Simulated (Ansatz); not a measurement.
HfSi$_{31}$ (charge +1): single-point calculation (part 1 of 2)

System: HfSi$_{31}$ (defect cell, 32 atoms in the cell, total charge +1).
Method: DFT PBE, scalar-relativistic, plane waves, PAW, spin-polarised (Ansatz 0.2.0).

The structure derives from an entry of the Crystallography Open Database. Figures and captions count atoms from 1; the log counts them from 0 in places.

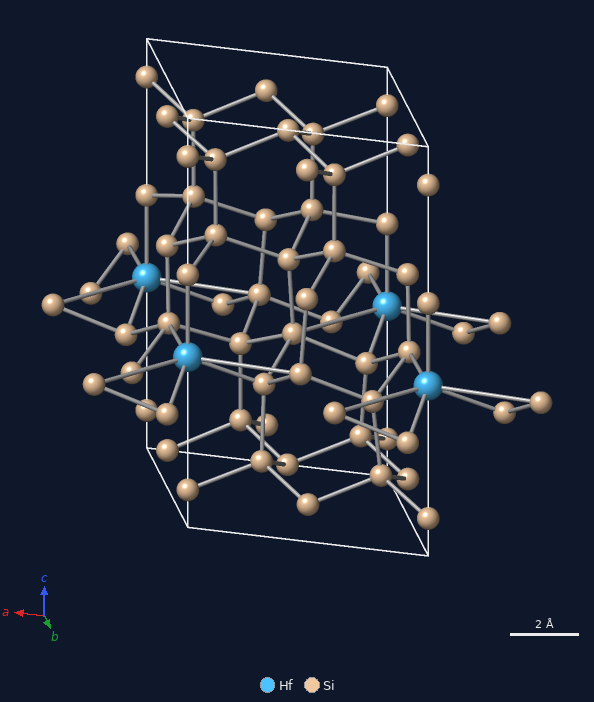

The structure as given in the input (ball-and-stick view of the cell of the calculation, seen at an oblique angle; bonded neighbours outside the cell are drawn too). An atom can appear more than once, as a periodic image.

Input:
```yaml
crystal:
  lattice:
    - [7.5896, 0.0, 0.0]
    - [-3.7948, 6.572786, 0.0]
    - [0.0, 0.0, 12.7099]
  atoms:
    - { symbol: Hf, position: [-0.0002528237, -0.0005283688, 0.4159672399], spin: 0.2 }
    - { symbol: Si, position: [-0.0007070474, 0.5300597108, 0.4074723921] }
    - { symbol: Si, position: [0.5317675452, 0.000579835, 0.4074362578] }
    - { symbol: Si, position: [0.46985581, 0.4681697539, 0.407455777] }
    - { symbol: Si, position: [9.56725e-05, -0.0004942723, 0.9064068534] }
    - { symbol: Si, position: [0.0002192925, 0.5029533604, 0.9077261871] }
    - { symbol: Si, position: [0.5032979602, -0.0004884389, 0.9076413873] }
    - { symbol: Si, position: [0.4965943409, 0.4962180878, 0.9076433729] }
    - { symbol: Si, position: [4.13361e-05, -0.0004995344, 0.0917178104] }
    - { symbol: Si, position: [-0.0006511936, 0.4993428925, 0.0908235046] }
    - { symbol: Si, position: [0.5004612312, 0.0003297938, 0.0907361806] }
    - { symbol: Si, position: [0.5001782711, 0.498909578, 0.0907331978] }
    - { symbol: Si, position: [6.42881e-05, -0.0004661086, 0.6172804914], spin: 0.2 }
    - { symbol: Si, position: [0.0015154838, 0.505649867, 0.5919593735] }
    - { symbol: Si, position: [0.5049643298, -0.0018285972, 0.5919248861] }
    - { symbol: Si, position: [0.4941227804, 0.4949017821, 0.5919270837] }
    - { symbol: Si, position: [0.1460260971, 0.352259124, 0.3348223394], spin: 0.2 }
    - { symbol: Si, position: [0.2071371164, 0.8540396175, 0.3349046769], spin: 0.2 }
    - { symbol: Si, position: [0.66695607, 0.3329396474, 0.3429838057] }
    - { symbol: Si, position: [0.6473014855, 0.7924872038, 0.3345541027], spin: 0.2 }
    - { symbol: Si, position: [0.3365031264, 0.1641204634, 0.8452805785] }
    - { symbol: Si, position: [0.3334033967, 0.6662573157, 0.8436983759] }
    - { symbol: Si, position: [0.8355449497, 0.1714801292, 0.8454716939] }
    - { symbol: Si, position: [0.8280984403, 0.6629837352, 0.845441696] }
    - { symbol: Si, position: [0.1674395043, 0.3351237591, 0.1523569319] }
    - { symbol: Si, position: [0.1682360351, 0.8321102721, 0.1524236268] }
    - { symbol: Si, position: [0.6667476851, 0.3328940658, 0.1560911755] }
    - { symbol: Si, position: [0.6642855704, 0.8313016621, 0.1521401309] }
    - { symbol: Si, position: [0.341044529, 0.1654327723, 0.6599789229] }
    - { symbol: Si, position: [0.3334844396, 0.666224337, 0.6571459772] }
    - { symbol: Si, position: [0.8342862418, 0.1746200598, 0.660184213] }
    - { symbol: Si, position: [0.8251509659, 0.65865483, 0.66014928] }
magnetization:
  spin_polarized: true
total_charge: 1
basis:
  ecutwfc: 420
  fft_grid_basis: typed
kpoints:
  mp_grid: { grid: [3, 3, 1] }
hamiltonian:
  xc: pbe
  pseudopotentials: { kind: paw }
scf:
  occupations: { method: gaussian, width: 0.05 }
output:
  forces: true
  stress: false
  eigenvalues: true
  bader: true
  write_density: true
  volumetric_format: npy
  populations: true
```

Run as:
```bash
ansatz run input.yaml --threads 4 --pin off --max-ram 10240MiB --backend cpu --events-out ev --progress --plain --runs-dir out
```

Output:
```
Engine: ansatz 0.2.0, aarch64-unknown-linux-gnu
Pseudopotentials: kind: paw
Pseudopotential: Hf, paw, valence charge 26, recommended cutoff 420 eV (normal), Hf.paw.azcp
Pseudopotential: Si, paw, valence charge 4, recommended cutoff 420 eV (normal), Si.paw.azcp
Functional definition: PBE
  parameter kappa = 0.804
  parameter beta = 0.06672455060314922
  exchange = pbe_x(kappa = kappa, mu = beta*pi^2/3)
  correlation = pbe_c(beta = beta)
Crystal: 32 atoms, lattice volume = 634.031 Å³
Basis set: ecut = 420 eV, 12427 PW (Γ), exchange–correlation on 108×108×180 points (8 copies of the dense FFT grid, shifted against one another)
Bands: 107, of which v1, the nominal top of the filled ones, is band 75 counted from 1 (74 counted from 0)
Symmetry: 1 space group operations
Space group: P1 (ITA 1), of the structure as read, at distance tolerance 8.6e-5 Å
Magnetic group: BNS 1.1 (UNI 1), of the structure as read, at distance tolerance 8.6e-5 Å
k-points: 5 of 9 (time reversal used)
Non-local potential: Hf, projectors of the file, l = 0: 3, l = 1: 2, l = 2: 2, l = 3: 3
Non-local potential: Si, projectors of the file, l = 0: 2, l = 1: 2, l = 2: 2
PAW form: soft (Blöchl's): semilocal exchange-correlation on the pseudo side does not see the compensation charge
PAW one-centre angular grid: Hf, 590 points (default); XC on 64 Gauss nodes
PAW one-centre angular grid: Si, 110 points (default); XC on 64 Gauss nodes
Initial density: superposition of atomic densities (chi_scale 0.1, normalization cell, long waves kept (reshape's long-wave potential 0.53 eV rms))
Starting moments: Σ|m| = 1 μB on 5 of 32 sites
Initial wavefunctions: pseudopotential atomic-orbital guess
Functional: x = pbe(κ = 0.804, μ = 0.2195149727645171), c = pbe(β = 0.06672455060314922)
SCF iter   1: F=—  HF=-35434.455368 eV  |F-HF|=—  |Δ(HF+E_count)|=         —  Δρ=3.03e-2 (↑3.03e-2 ↓2.94e-2)  dr2=1.00e2  dr2_m=1.55e-2  M=0.602 μB ∫|m|=0.620 μB  β_m=0.30  ethr=3.10e-3  ⟨swp⟩=6.2  Hψ=4836  notcnv=0  defer=102
Mixer restart at iter 1: flushing history
preconditioner: auto → Kerker (q_TF=auto, 2.143 Å⁻¹)  [metal: Δε(μ)=0.016 eV  Ē_g=7.600 eV  σ=0.050 eV  W_gap=0.18  n_scr=98 (ndim 8)  ℏωp=16.6 eV  f_vac=0.000  D(μ)=14.58/eV (n_scr^D=98)]
spin=Collinear: Kerker preconditioning applied to the charge; magnetization (m = ρ↑ − ρ↓) channel mixes plain (no charge-response kernel on spin).
SCF iter   2: F=—  HF=-35435.379517 eV  |F-HF|=—  |Δ(HF+E_count)|=   9.24e-1  Δρ=2.14e-2 (↑2.07e-2 ↓2.14e-2)  dr2=5.49e1  dr2_m=5.97e-3  M=0.310 μB ∫|m|=0.350 μB  β_m=0.59  ethr=3.10e-3  ⟨swp⟩=3.0  Hψ=2074  notcnv=0  defer=265
preconditioner: auto → Resta (q_TF=auto, 2.143 Å⁻¹)  ε∞=5.1  [insulator: Δε(μ)=0.110 eV  Ē_g=8.649 eV  σ=0.050 eV  W_gap=0.52  n_scr=98 (ndim 8)  ℏωp=17.5 eV  f_vac=0.000  D(μ)=8.92/eV (n_scr^D=36)  ε∞_Penn≈5.1]
spin=Collinear: Resta preconditioning applied to the charge; magnetization (m = ρ↑ − ρ↓) channel mixes plain (no charge-response kernel on spin).
SCF iter   3: F=—  HF=-35435.157339 eV  |F-HF|=—  |Δ(HF+E_count)|=   2.22e-1  Δρ=6.68e-3 (↑6.68e-3 ↓6.45e-3)  dr2=2.49e0  dr2_m=1.46e-3  M=0.186 μB ∫|m|=0.198 μB  β_m=0.52  ethr=3.10e-3  ⟨swp⟩=4.0  Hψ=1939  notcnv=0  defer=268
SCF iter   4: F=—  HF=-35434.396038 eV  |F-HF|=—  |Δ(HF+E_count)|=   7.61e-1  Δρ=3.86e-3 (↑3.86e-3 ↓3.74e-3)  dr2=7.42e-1  dr2_m=7.46e-4  M=0.212 μB ∫|m|=0.219 μB  β_m=0.76  ethr=1.67e-3  ⟨swp⟩=4.0  Hψ=3285  notcnv=0  defer=252
SCF iter   5: F=—  HF=-35434.847882 eV  |F-HF|=—  |Δ(HF+E_count)|=   4.52e-1  Δρ=1.20e-3 (↑1.20e-3 ↓9.79e-4)  dr2=7.02e-2  dr2_m=4.26e-4  M=0.354 μB ∫|m|=0.362 μB  β_m=0.76  ethr=4.98e-4  ⟨swp⟩=3.8  Hψ=1968  notcnv=0  defer=252
SCF iter   6: F=—  HF=-35434.849809 eV  |F-HF|=—  |Δ(HF+E_count)|=   1.93e-3  Δρ=5.25e-4 (↑5.25e-4 ↓4.24e-4)  dr2=2.49e-2  dr2_m=1.39e-4  M=0.397 μB ∫|m|=0.410 μB  β_m=0.88  ethr=4.71e-5  ⟨swp⟩=2.2  Hψ=1942  notcnv=0  defer=252
SCF iter   7: F=—  HF=-35434.857242 eV  |F-HF|=—  |Δ(HF+E_count)|=   7.43e-3  Δρ=2.66e-4 (↑2.66e-4 ↓2.24e-4)  dr2=4.83e-3  dr2_m=1.65e-4  M=0.452 μB ∫|m|=0.468 μB  β_m=0.90  ethr=1.67e-5  ⟨swp⟩=2.0  Hψ=1168  notcnv=0  defer=252
SCF iter   8: F=—  HF=-35434.858039 eV  |F-HF|=—  |Δ(HF+E_count)|=   7.97e-4  Δρ=2.04e-4 (↑1.09e-4 ↓2.04e-4)  dr2=8.31e-4  dr2_m=1.07e-4  M=0.486 μB ∫|m|=0.506 μB  β_m=0.95  ethr=3.24e-6  ⟨swp⟩=2.0  Hψ=1324  notcnv=0  defer=252
SCF iter   9: F=—  HF=-35434.858298 eV  |F-HF|=—  |Δ(HF+E_count)|=   2.59e-4  Δρ=7.83e-5 (↑3.72e-5 ↓7.83e-5)  dr2=1.80e-4  dr2_m=1.25e-5  M=0.508 μB ∫|m|=0.532 μB  β_m=0.97  ethr=5.57e-7  ⟨swp⟩=2.0  Hψ=1629  notcnv=0  defer=252
SCF iter  10: F=—  HF=-35434.858306 eV  |F-HF|=—  |Δ(HF+E_count)|=   8.10e-6  Δρ=2.13e-5 (↑2.13e-5 ↓1.77e-5)  dr2=2.35e-5  dr2_m=1.46e-6  M=0.514 μB ∫|m|=0.540 μB  β_m=0.84  ethr=1.21e-7  ⟨swp⟩=2.0  Hψ=1816  notcnv=0  defer=252
SCF iter  11: F=—  HF=-35434.858616 eV  |F-HF|=—  |Δ(HF+E_count)|=   3.10e-4  Δρ=1.13e-5 (↑1.13e-5 ↓7.74e-6)  dr2=4.65e-6  dr2_m=3.12e-7  M=0.515 μB ∫|m|=0.542 μB  β_m=0.91  ethr=1.58e-8  ⟨swp⟩=2.0  Hψ=1816  notcnv=0  defer=252
SCF iter  12: F=—  HF=-35434.858618 eV  |F-HF|=—  |Δ(HF+E_count)|=   1.28e-6  Δρ=3.26e-6 (↑2.23e-6 ↓3.26e-6)  dr2=3.68e-7  dr2_m=3.27e-8  M=0.517 μB ∫|m|=0.544 μB  β_m=0.96  ethr=3.12e-9  ⟨swp⟩=2.0  Hψ=1634  notcnv=0  defer=252
SCF iter  13: F=—  HF=-35434.858618 eV  |F-HF|=—  |Δ(HF+E_count)|=   7.23e-8  Δρ=1.14e-6 (↑9.93e-7 ↓1.14e-6)  dr2=1.72e-8  dr2_m=5.36e-9  M=0.517 μB ∫|m|=0.544 μB  β_m=0.96  ethr=2.47e-10  ⟨swp⟩=2.1  Hψ=1695  notcnv=0  defer=252
SCF iter  14: F=—  HF=-35434.858618 eV  |F-HF|=—  |Δ(HF+E_count)|=   1.42e-8  Δρ=2.87e-7 (↑2.87e-7 ↓2.70e-7)  dr2=1.12e-9  dr2_m=3.56e-10  M=0.517 μB ∫|m|=0.545 μB  β_m=0.93  ethr=1.15e-11  ⟨swp⟩=2.4  Hψ=1820  notcnv=0  defer=252
SCF iter  15: F=-35434.858618 eV  HF=-35434.858618 eV  |F-HF|=1.75e-10  |Δ(HF+E_count)|=   1.06e-9  Δρ=7.12e-8 (↑6.14e-8 ↓7.12e-8)  dr2=2.57e-10  dr2_m=7.14e-12  M=0.517 μB ∫|m|=0.545 μB  ethr=1.00e-12  ⟨swp⟩=11.7  Hψ=6688  notcnv=0
SCF 1 converged in 15 iterations: F = -35434.858618 eV  dr2 = 2.57e-10
  greatest PAW one-centre occupation: 0.998 electrons in one spin orbital (limit 2), on the Hf atom at site 0 (counted from 0), in its partial waves of l = 0
```

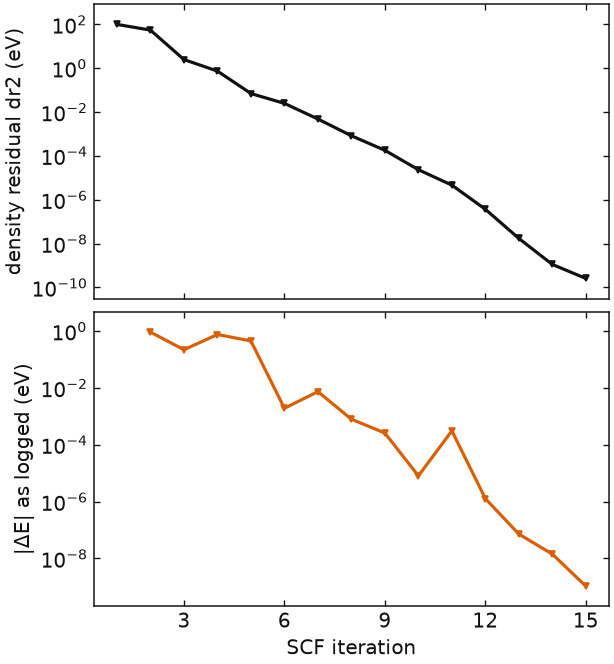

Convergence of the self-consistent field: density residual dr2 and size of the energy change against the SCF iteration. The residual falls at every step.

```
SCF converged after 15 iterations
Magnetization: 0.5172 μB (74.7586 up, 74.2414 down)
Absolute magnetization: 0.5465 μB (∫|ρ↑−ρ↓|, with the PAW one-centre terms)
Spin contamination: 0.0015 ħ² per cell (⟨S²⟩ above its minimum at these occupations)
Per-site moments (μB) at R_I (Å): [(0.08908655482395963, 1.0509950839663245), (0.006831166648447601, 0.9600353281705611), (0.00686534193727455, 0.9600679882532678), (0.006907152387617881, 0.9599834964847042), (0.0013390520635373588, 0.9667954924062583), (0.001652152008999827, 0.9561536523474239), (0.0016463688360323027, 0.9561673809563581), (0.0016377043202712637, 0.9561373572248207), (0.009930811603515553, 0.963870657710906), (0.00554421585817379, 0.9570184027099629), (0.005569506716211251, 0.9570784834876283), (0.005576505809987043, 0.9570081637604172), (0.002774270877786992, 0.9512554071595835), (0.0008012058846212699, 0.9626099844581254), (0.0008092614185728498, 0.9626384772305324), (0.0008050021924112284, 0.962588959525584), (0.026428481278216738, 0.9600353281705611), (0.02624249775109598, 0.9600679882532678), (0.0036858787333954447, 0.9672152321526605), (0.026695662490522555, 0.9599834964847042), (0.003561828673441166, 0.9561673809563581), (0.0013284178555687202, 0.9637337473877909), (0.003567315955848915, 0.9561536523474239), (0.003571449049664183, 0.9561373572248207), (0.005812858667705001, 0.9570184027099629), (0.005786018697124609, 0.9570784834876283), (0.0022156974022165374, 0.9645138032370464), (0.0058483982362457125, 0.9570081637604172), (0.0012170355535941666, 0.9513168928074852), (0.0002110829022630269, 0.9629094161043321), (0.0012333380095258734, 0.951268106601898), (0.0012266084827211618, 0.9512554071595835)]
Free energy (F): -35434.858618 eV
Harris-Foulkes:  -35434.858618 eV  (|F-HF|=1.75e-10)
Internal energy: -35434.849480 eV  (E = F + TS)
E sigma→0 (E₀):  -35434.854049 eV
Entropy (-TS):   -0.009138 eV (-0.286 meV/atom)
Fermi energy:    6.619670 eV
--- Per-component energies (eV) ---
  E_band       = -94.674934
  E_kinetic    = 1675.857430
  E_local      = -10473.631221  (includes V_loc(G=0)·N_el)
  E_nonlocal   = -436.090757
  E_hartree    = 4752.306836
  E_xc         = -2006.414465
  E_vxc        = -1709.280675  (∫ρ·V_xc dr)
  E_paw        = -22825.149321  (= ΣΔE_a)
  E_vpaw       = 1343.854740  (= ΣTr[D̂ρ^β])
  E_aug_tail   = 0.000182  (compensation charges beyond the density's cutoff)
  E_ewald      = -6121.728165
  E_smearing   = -0.009138  (= −TS)
  E_closure    = 0.000000  (closes the sum)
  E_deformation_potential = 13.265186  (in the stress; not in F)
  Σ components = -35434.858618   (vs F -35434.858618, Δ=0.00e0)
```
